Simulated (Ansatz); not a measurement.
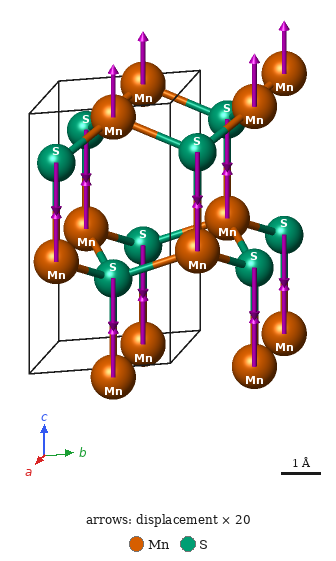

This is a relaxation of crystalline MnS (set up in P6_3mc). The starting structure is drawn; purple arrows show the displacements (the part carried along by the change of the cell is left out), 20 times their true length.

A ball-and-stick model of the cell of the calculation, repeated 2 × 2 × 1 with one cell outlined, seen slightly off an axis.

Case: film's bulk on the substrate's plane, third vector and atoms relaxed.

Level of theory: DFT PBE, scalar-relativistic, plane waves, PAW (Ansatz). (plane-wave cutoff 420 eV; k-point mesh 9 × 9 × 5; occupations gaussian; smearing width 0.1 eV; collinear spin; cell relaxed at fixed a, b, gamma; force threshold 0.01 eV/Å; at most 50 steps)

Q: What did the optimiser do to the structure, and how much energy did it gain?

A: After 4 accepted moves (5 points after the start) the energy has fallen by 28.7 meV per atom. The largest force component goes from 0.63 to 0.00066 eV/Å. Pressure: 3.02 GPa at the start and 2.64 GPa at the end. At 1 point the geometry stayed and the basis and grid were re-selected for the new cell (energy shift of 0.1 meV per atom at most each time). The largest moves relative to the cell, 0.070 Å, are those of Mn and S atoms. By element the largest moves are Mn 0.070 Å, S 0.070 Å. The drawn cell changes as follows: a = b unchanged at 3.821 Å, c 6.852 → 6.760 Å (−1.3 %); the volume changes by −1.3 %. Near-neighbour distances that change, for instance: Mn–S 2.598 → 2.423 Å, Mn–S 2.356 → 2.404 Å. Among the angles between lasting bonds that change: Mn–S–Mn 108.4° → 105.2°, S–Mn–S 108.4° → 105.2°, Mn–S–Mn 110.6° → 113.4°. The space group stays P6_3mc (No. 186). The run may lie on a higher electronic state than the lowest, so the end point isn't shown to be the ground-state structure.
